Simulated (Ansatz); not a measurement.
Geometry relaxation, with input and output: MoSe2

The run: geometry relaxation of MoSe2 (6 atoms in the cell). Method and program: DFT PBEsol, scalar-relativistic, plane waves, PAW, no spin polarisation (Ansatz 0.2.0).

The structure derives from an entry of the Crystallography Open Database. Figures and captions count atoms from 1; the log counts them from 0 in places.

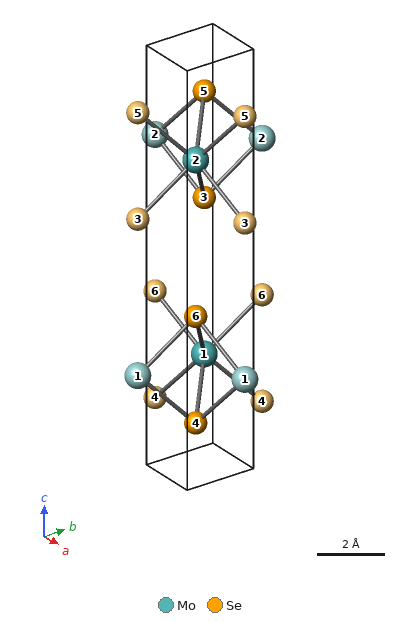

**Figure 1.** The starting structure (ball-and-stick view of the cell of the calculation, seen slightly off an axis; neighbours outside the cell are drawn fainter; atoms are numbered from 1 in the order of the input). Near neighbours in the crystal (not all of them lie inside the picture): Mo has 6 Se at 2.52 Å; Se has 3 Mo at 2.52 Å.

**The input**
```yaml
crystal:
  lattice:
    - [3.2684784926, 0.0, 0.0]
    - [-1.6342392463, 2.8305854063, 0.0]
    - [0.0, 0.0, 13.1117774749]
  atoms:
    - { symbol: Mo, position: [0.3333333333, 0.6666666667, 0.25] }
    - { symbol: Mo, position: [0.6666666667, 0.3333333333, 0.75] }
    - { symbol: Se, position: [0.3333333333, 0.6666666667, 0.6230235181] }
    - { symbol: Se, position: [0.6666666667, 0.3333333333, 0.1230235181] }
    - { symbol: Se, position: [0.3333333333, 0.6666666667, 0.8769764819] }
    - { symbol: Se, position: [0.6666666667, 0.3333333333, 0.3769764819] }
basis:
  ecutwfc: 420
kpoints:
  mp_grid: { grid: [9, 9, 2] }
hamiltonian:
  xc: pbesol
scf:
  occupations: { method: gaussian, width: 0.02 }
output:
  forces: true
  stress: true
  eigenvalues: true
  write_density: true
  write_potential: true
  elf: true
  volumetric_format: npy
relax:
  adjacent_minimum: "off"
  f_tol: 0.005
  max_steps: 80
  cell: { stress_tol: 0.05 }
```

Launched with:
```bash
ansatz run input.yaml --threads 4 --pin off --max-ram 10240MiB --backend cpu --events-out ev --progress --plain --runs-dir out
```

**Output**
```
Engine: ansatz 0.2.0, x86_64-unknown-linux-gnu
Pseudopotentials: kind: paw
Pseudopotential: Mo, paw, valence charge 14, recommended cutoff 420 eV (normal), Mo.paw.azcp
Pseudopotential: Se, paw, valence charge 16, recommended cutoff 420 eV (normal), Se.paw.azcp
Functional definition: PBEsol
  exchange = pbesol_x
  correlation = pbesol_c
Crystal: 6 atoms, lattice volume = 121.306 Å³
Basis set: ecut = 420 eV, 2419 PW (Γ), exchange–correlation on 48×48×180 points (8 copies of the dense FFT grid, shifted against one another)
Bands: 56, of which v1, the nominal top of the filled ones, is band 46 counted from 1 (45 counted from 0)
Symmetry: 24 space group operations
Space group: P63/mmc (ITA 194), of the structure as read, at distance tolerance 5.0e-5 Å
k-points: 24 of 162
Non-local potential: Mo, projectors of the file, l = 0: 3, l = 1: 2, l = 2: 2, l = 3: 1
Non-local potential: Se, projectors of the file, l = 0: 2, l = 1: 2, l = 2: 3, l = 3: 1
PAW form: soft (Blöchl's): semilocal exchange-correlation on the pseudo side does not see the compensation charge
PAW frozen core: Mo, regenerated for the run's functional, and the local potential with it (the file was generated under x = pbe(κ = 0.804, μ = 0.2195149727645171), c = pbe(β = 0.06672455060314922))
PAW frozen core: Se, regenerated for the run's functional, and the local potential with it (the file was generated under x = pbe(κ = 0.804, μ = 0.2195149727645171), c = pbe(β = 0.06672455060314922))
PAW one-centre angular grid: Mo, 590 points (default); XC on 64 Gauss nodes
PAW one-centre angular grid: Se, 590 points (default); XC on 64 Gauss nodes
Initial density: superposition of atomic densities (neutral atoms: chi_scale 0, normalization atom), corrected by the library's trained network
Initial wavefunctions: pseudopotential atomic-orbital guess
Functional: x = pbesol(κ = 0.804, μ = 0.12345679012345678), c = pbesol(β = 0.046)
SCF iter   1: F=—  HF=-31496.073810 eV  |F-HF|=—  |Δ(HF+E_count)|=         —  Δρ=5.61e-3  dr2=1.88e-2  ethr=1.77e-3  ⟨swp⟩=6.5  Hψ=4734  notcnv=0
preconditioner: auto → Resta (q_TF=auto, 2.605 Å⁻¹)  ε∞=6.4  [insulator: Δε(μ)=0.983 eV  Ē_g=8.678 eV  σ=0.020 eV  W_gap=1.00  n_scr=40 (ndim 8)  ℏωp=20.2 eV  f_vac=0.052  D(μ)=0.00/eV (n_scr^D=0)  ε∞_Penn≈6.4]
SCF iter   2: F=—  HF=-31496.077161 eV  |F-HF|=—  |Δ(HF+E_count)|=   3.35e-3  Δρ=2.98e-3  dr2=4.86e-3  ethr=2.04e-5  ⟨swp⟩=2.0  Hψ=2241  notcnv=0  defer=50
SCF iter   3: F=—  HF=-31496.078700 eV  |F-HF|=—  |Δ(HF+E_count)|=   1.54e-3  Δρ=1.55e-3  dr2=1.16e-3  ethr=5.28e-6  ⟨swp⟩=2.0  Hψ=1697  notcnv=0  defer=50
SCF iter   4: F=—  HF=-31496.079310 eV  |F-HF|=—  |Δ(HF+E_count)|=   6.10e-4  Δρ=2.52e-4  dr2=7.88e-5  ethr=1.26e-6  ⟨swp⟩=2.8  Hψ=2311  notcnv=0  defer=50
SCF iter   5: F=—  HF=-31496.079272 eV  |F-HF|=—  |Δ(HF+E_count)|=   3.77e-5  Δρ=8.20e-5  dr2=1.32e-5  ethr=8.57e-8  ⟨swp⟩=2.0  Hψ=2350  notcnv=0  defer=50
SCF iter   6: F=—  HF=-31496.079277 eV  |F-HF|=—  |Δ(HF+E_count)|=   4.61e-6  Δρ=1.78e-5  dr2=5.87e-7  ethr=1.43e-8  ⟨swp⟩=2.0  Hψ=1638  notcnv=0  defer=50
SCF iter   7: F=-31496.079278 eV  HF=-31496.079278 eV  |F-HF|=2.11e-8  |Δ(HF+E_count)|=   5.68e-7  Δρ=3.92e-6  dr2=3.81e-8  ethr=1.09e-10  ⟨swp⟩=13.1  Hψ=9565  notcnv=0
SCF 1 converged in 7 iterations: F = -31496.079278 eV  dr2 = 3.81e-8
  greatest PAW one-centre occupation: 1.000 electrons in one spin orbital (limit 2), on the Se atom at site 5 (counted from 0), in its partial waves of l = 2
relax step   1: F+E_penalty+E_count = -31496.07927763 eV  Δ(F+E_penalty+E_count) = +0.000e0 eV  max|allowed force component| = 4.876e-3 eV/Å  Δτ_max = 0.0000 Å  P = +0.031 GPa  Ω = 121.306 Å³  (7 SCF iters, dr2 threshold 1.00e-7 eV, accepted)
Initial density: handed on by an earlier stage of this run
Initial wavefunctions: pseudopotential atomic-orbital guess (no wavefunctions were taken with the density)
iter 1 solved again at ethr=4.52e-8 eV; its pass at ethr=3.10e-3 eV (dr2=4.16e-5 eV) is discarded
SCF iter   1: F=—  HF=-31496.079315 eV  |F-HF|=—  |Δ(HF+E_count)|=         —  Δρ=3.97e-6  dr2=4.21e-8  ethr=4.52e-8  ⟨swp⟩=4.0  Hψ=8635  notcnv=0
preconditioner: auto → Resta (q_TF=auto, 2.605 Å⁻¹)  ε∞=6.5  [insulator: Δε(μ)=0.988 eV  Ē_g=8.665 eV  σ=0.020 eV  W_gap=1.00  n_scr=40 (ndim 8)  ℏωp=20.2 eV  f_vac=0.050  D(μ)=0.00/eV (n_scr^D=0)  ε∞_Penn≈6.5]
SCF iter   2: F=—  HF=-31496.079278 eV  |F-HF|=—  |Δ(HF+E_count)|=   3.74e-5  Δρ=2.91e-6  dr2=1.68e-8  ethr=4.57e-11  ⟨swp⟩=2.7  Hψ=2437  notcnv=0
SCF iter   3: F=—  HF=-31496.079278 eV  |F-HF|=—  |Δ(HF+E_count)|=   1.86e-8  Δρ=2.01e-6  dr2=1.58e-8  ethr=1.82e-11  ⟨swp⟩=2.0  Hψ=1716  notcnv=0
SCF iter   4: F=—  HF=-31496.079278 eV  |F-HF|=—  |Δ(HF+E_count)|=   2.48e-9  Δρ=5.37e-7  dr2=5.49e-10  ethr=1.72e-11  ⟨swp⟩=2.0  Hψ=1678  notcnv=0
SCF iter   5: F=-31496.079278 eV  HF=-31496.079278 eV  |F-HF|=3.27e-11  |Δ(HF+E_count)|=  2.47e-10  Δρ=2.03e-7  dr2=4.23e-11  ethr=1.00e-12  ⟨swp⟩=4.6  Hψ=6538  notcnv=0
SCF 2 converged in 5 iterations: F = -31496.079278 eV  dr2 = 4.23e-11
  greatest PAW one-centre occupation: 1.000 electrons in one spin orbital (limit 2), on the Se atom at site 4 (counted from 0), in its partial waves of l = 2
relax step   2: F+E_penalty+E_count = -31496.07927764 eV  Δ(F+E_penalty+E_count) = -1.508e-8 eV  max|allowed force component| = 4.864e-3 eV/Å  Δτ_max = 0.0000 Å  P = +0.031 GPa  Ω = 121.306 Å³  stress off target by 4.76e-2 GPa  SCF on the basis re-selected at this cell (its energy is not comparable with the rows above)  (5 SCF iters)
```

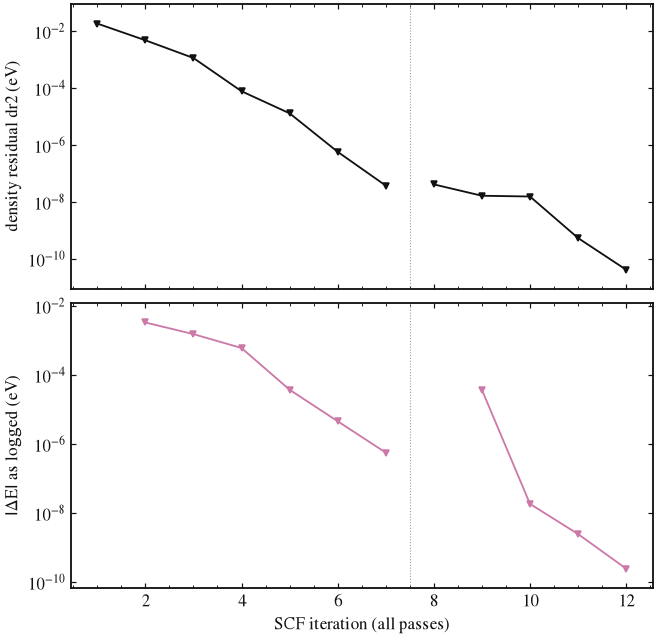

**Figure 2.** Convergence of the self-consistent field: density residual dr2 and size of the energy change against the SCF iteration. The dotted lines part the SCF passes of the relaxation: geometry steps, rejected trials and re-solves on a re-selected basis. The passes take 7 and 5 iterations.

```
basis re-selected at this cell: Δ(F+E_penalty+E_count) = -1.508e-8 eV, ΔP = -0.000 GPa vs the last step (what re-selecting the basis moved, of the pressure what is left beyond the Pulay correction that the steps carried, after the strain that the cell walked since its last selection, with what the two solves' SCF thresholds leave and, on support functions, any second-order correction that the steps lacked; it is no measure of the basis error at this ecutwfc). This SCF's stress stands 4.76e-2 GPa from its target on what of the cell is left free (relax.cell.stress_tol is 5.00e-2 GPa) and its largest allowed force component is 4.86e-3 eV/Å (relax.f_tol is 5.00e-3 eV/Å): within both
SCF converged after 5 iterations
Free energy (F): -31496.079278 eV
Harris-Foulkes:  -31496.079278 eV  (|F-HF|=3.27e-11)
Internal energy: -31496.079278 eV  (E = F + TS)
E sigma→0 (E₀):  -31496.079278 eV
Fermi energy:    12.674328 eV
--- Per-component energies (eV) ---
  E_band       = -1644.656208
  E_kinetic    = 1360.583965
  E_local      = -12045.978498  (includes V_loc(G=0)·N_el)
  E_nonlocal   = -2079.592703
  E_hartree    = 5696.679022
  E_xc         = -780.696629
  E_vxc        = -852.699597  (∫ρ·V_xc dr)
  E_paw        = -13759.769231  (= ΣΔE_a)
  E_vpaw       = 579.674430  (= ΣTr[D̂ρ^β])
  E_aug_tail   = -0.002337  (compensation charges beyond the density's cutoff)
  E_ewald      = -9891.755267
  E_core_change = 4.452400  (= ΣΔE_core)
  E_smearing   = -0.000000  (= −TS)
  E_closure    = -0.000000  (closes the sum)
  Σ components = -31496.079278   (vs F -31496.079278, Δ=0.00e0)
--- Forces (eV/Å), atoms counted from 1 ---
  atom   1  Mo     0.00000000    -0.00000000     0.00000000
  atom   2  Mo     0.00000000     0.00000000     0.00000000
  atom   3  Se     0.00000000    -0.00000000     0.00486353
  atom   4  Se     0.00000000     0.00000000     0.00486353
  atom   5  Se    -0.00000000    -0.00000000    -0.00486353
  atom   6  Se     0.00000000     0.00000000    -0.00486353
  max |Σ_I F_I| component: 9.25e-18 eV/Å
--- Stress (GPa, compression-positive) ---
        0.047563       0.000000       0.000000
        0.000000       0.047563       0.000000
        0.000000       0.000000      -0.002989
  P = ⅓ Tr σ = 0.0307 GPa (0.307 kbar)
--- Band table (eV; the first three rows and the last of 24) ---
  k-point 0: bands = ["-48.8118", "-48.8118", "-35.5412", "-35.5412", "-35.5412", "-35.5412", "-35.5409", "-35.5409", "-35.5408", "-35.5408", "-35.5041", "-35.5041", "-35.5039", "-35.5039", "-35.5031", "-35.5031", "-35.5029", "-35.5029", "-35.4896", "-35.4894", "-35.4874", "-35.4872", "-23.0199", "-23.0199", "-22.8012", "-22.8012", "-22.8012", "-22.8012", "-2.6386", "-2.3916", "-1.6652", "-1.2905", "5.7615", "6.7906", "8.8594", "9.7249", "9.7249", "9.7372", "9.7372", "10.7375", "10.7375", "10.7748", "10.7748", "11.0898", "11.2914", "12.1807", "14.8187", "14.8187", "14.8755", "14.8755", "15.0165", "15.0165", "15.1848", "15.1848", "17.5298", "18.0720"]
  k-point 1: bands = ["-48.8118", "-48.8118", "-35.5412", "-35.5412", "-35.5412", "-35.5412", "-35.5409", "-35.5409", "-35.5409", "-35.5409", "-35.5040", "-35.5040", "-35.5040", "-35.5040", "-35.5030", "-35.5030", "-35.5030", "-35.5030", "-35.4895", "-35.4895", "-35.4873", "-35.4873", "-23.0199", "-23.0199", "-22.8012", "-22.8012", "-22.8012", "-22.8012", "-2.5353", "-2.5353", "-1.4592", "-1.4592", "6.1818", "6.1818", "9.7309", "9.7309", "9.7309", "9.7309", "9.8191", "9.8191", "10.7562", "10.7562", "10.7562", "10.7562", "11.9788", "11.9788", "14.8361", "14.8361", "14.8361", "14.8361", "15.1114", "15.1114", "15.1114", "15.1114", "17.8364", "17.8364"]
  k-point 2: bands = ["-48.8087", "-48.8087", "-35.5411", "-35.5411", "-35.5409", "-35.5409", "-35.5407", "-35.5406", "-35.5403", "-35.5403", "-35.5042", "-35.5041", "-35.5040", "-35.5039", "-35.5034", "-35.5032", "-35.5031", "-35.5029", "-35.4894", "-35.4891", "-35.4871", "-35.4869", "-23.0124", "-23.0123", "-22.8357", "-22.8357", "-22.8090", "-22.8090", "-2.4614", "-2.2176", "-1.5605", "-1.2024", "5.9753", "7.0001", "8.6600", "9.2790", "9.3096", "9.8965", "9.9181", "10.0167", "10.4562", "10.5026", "10.7413", "11.1282", "11.5612", "11.9237", "14.3720", "14.4215", "14.5184", "14.6249", "14.7369", "14.9446", "15.0365", "15.1577", "18.4093", "18.9145"]
  k-point 23: bands = ["-48.7821", "-48.7821", "-35.5390", "-35.5390", "-35.5381", "-35.5381", "-35.5380", "-35.5380", "-35.5378", "-35.5378", "-35.5058", "-35.5058", "-35.5050", "-35.5050", "-35.5042", "-35.5042", "-35.5035", "-35.5035", "-35.4871", "-35.4871", "-35.4846", "-35.4846", "-23.0198", "-23.0198", "-22.9830", "-22.9830", "-22.9467", "-22.9467", "-0.3450", "-0.3450", "-0.2842", "-0.2842", "6.6558", "6.6558", "7.1711", "7.1711", "7.7617", "7.7617", "8.2014", "8.2014", "9.0142", "9.0142", "9.6670", "9.6670", "11.8497", "11.8497", "13.4582", "13.4582", "14.3635", "14.3635", "15.0457", "15.0457", "16.2894", "16.2894", "18.5235", "18.5235"]
--- Relaxed structure (1 steps of the walk, 1 accepted, 1 SCFs on fresh bases) ---
  F+E_penalty+E_count = -31496.07927764 eV   max|allowed force component| = 4.864e-3 eV/Å   (the final SCF, on the basis selected at the relaxed cell)
  cell:  # Å, volume = 121.3063 Å³
    - [3.268478492591531, 0.0, 0.0]
    - [-1.6342392462957656, 2.830585406307334, 0.0]
    - [0.0, 0.0, 13.1117774749]
  atoms:
    - { symbol: Mo, position: [0.33333333333333337, 0.6666666666666667, 0.25] }
    - { symbol: Mo, position: [0.6666666666666667, 0.33333333333333337, 0.75] }
    - { symbol: Se, position: [0.33333333333333337, 0.6666666666666667, 0.6230235181000001] }
    - { symbol: Se, position: [0.6666666666666667, 0.33333333333333337, 0.12302351810000002] }
    - { symbol: Se, position: [0.33333333333333337, 0.6666666666666667, 0.8769764819000001] }
    - { symbol: Se, position: [0.6666666666666667, 0.33333333333333337, 0.37697648190000005] }
```

**Trajectory as extended XYZ (Å, eV, eV/Å), 2 frames, from step=1 to step=2**
```
6
Lattice="3.2685 0.0000 0.0000 -1.6342 2.8306 0.0000 0.0000 0.0000 13.1118" Properties=species:S:1:pos:R:3:forces:R:3 step=1 energy=-31496.07928 pressure_GPa=0.03
Mo    0.0000    1.8871    3.2779    0.0000   0.0000   0.0000
Mo    1.6342    0.9435    9.8338    0.0000   0.0000   0.0000
Se    0.0000    1.8871    8.1689    0.0000   0.0000   0.0049
Se    1.6342    0.9435    1.6131    0.0000   0.0000   0.0049
Se    0.0000    1.8871   11.4987    0.0000   0.0000  -0.0049
Se    1.6342    0.9435    4.9428    0.0000   0.0000  -0.0049
6
Lattice="3.2685 0.0000 0.0000 -1.6342 2.8306 0.0000 0.0000 0.0000 13.1118" Properties=species:S:1:pos:R:3:forces:R:3 step=2 energy=-31496.07928 pressure_GPa=0.03
Mo    0.0000    1.8871    3.2779    0.0000   0.0000   0.0000
Mo    1.6342    0.9435    9.8338    0.0000   0.0000   0.0000
Se    0.0000    1.8871    8.1689    0.0000   0.0000   0.0049
Se    1.6342    0.9435    1.6131    0.0000   0.0000   0.0049
Se    0.0000    1.8871   11.4987    0.0000   0.0000  -0.0049
Se    1.6342    0.9435    4.9428    0.0000   0.0000  -0.0049
```

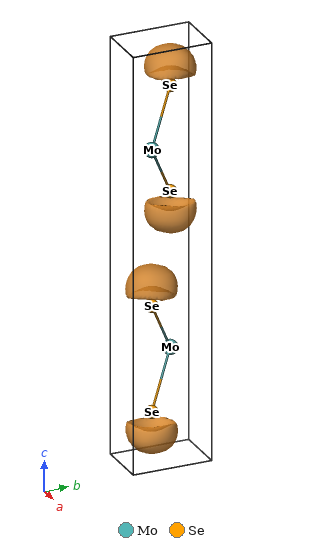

**Figure 3.** Isosurface of the electron localisation function at 0.8 (orange), seen slightly off an axis. Only the valence region is drawn (cores and ρ < 0.01 e/Å³ removed). Sticks mark near contacts. The outline is the cell set on symmetry axes. Profiles from the grid: Mo–Se (2.52 Å): the ELF is about 0.50 at the midpoint. Core electrons are frozen (PAW), so the fields are smoothed inside the atomic spheres.

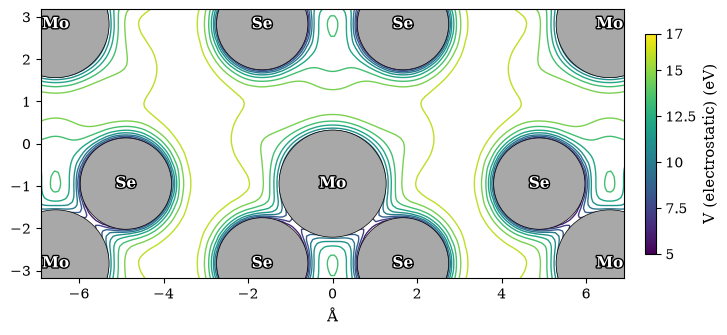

**Figure 4.** Electrostatic potential (local pseudopotential plus Hartree) felt by an electron on the (110) plane of the conventional cell. Grey discs, where drawn, cover atomic cores. The section cuts through Mo and Se sites. Outside the cores the potential energy rises away from the atoms and is highest about 2.5 Å from the nearest atoms; outside the discs it spans about 12 eV, and its zero is arbitrary.

**Key numbers**

- outcome: converged
- space group (tolerance 0.01 Å): P6₃/mmc (194)
- electrons treated: 92
- free energy: −31496.0793 eV
- Fermi energy: 12.674 eV
- gap on the k-point mesh: 0.99 eV
- pressure: 0.03 GPa
- final volume: 121.31 Å³
- largest force (length of the vector) at the end: 0.005 eV/Å
- final cell: a = 3.268 Å, b = 3.268 Å, c = 13.112 Å, α = 90.00°, β = 90.00°, γ = 120.00°
- hardware: 4 threads of AMD EPYC (Zen 5), 64 GiB of memory available, shared host
- wall time: 1.9 s (CPU time 6.7 s)
- peak memory: 0.62 GiB
